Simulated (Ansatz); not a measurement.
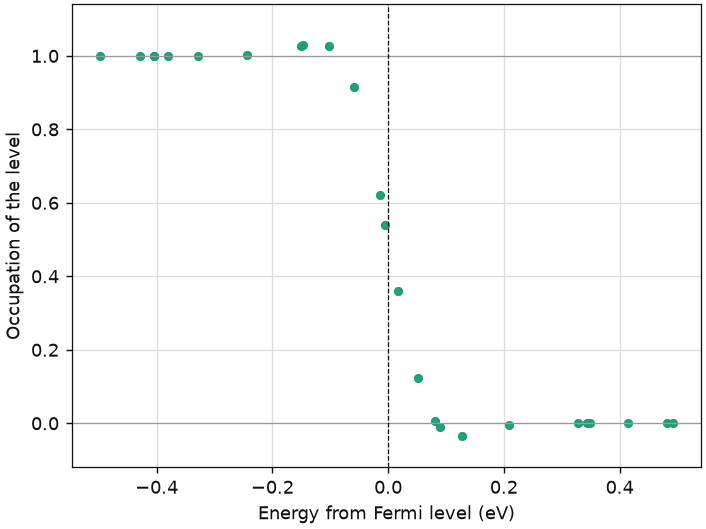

Occupations of the one-electron levels of the k mesh against their energy, from a run on TaC, space group Fm-3m (No. 225), 2 atoms in the cell, with Ansatz.

### Name the smearing function and its width.

Methfessel-Paxton smearing with a width of 0.1 eV. The occupations overshoot on both sides, up to 1.029 below the Fermi level and down to −0.035 above it; for the first-order scheme these extremes (±0.035) lie 1.22 widths, here 0.12 eV, from the Fermi level.
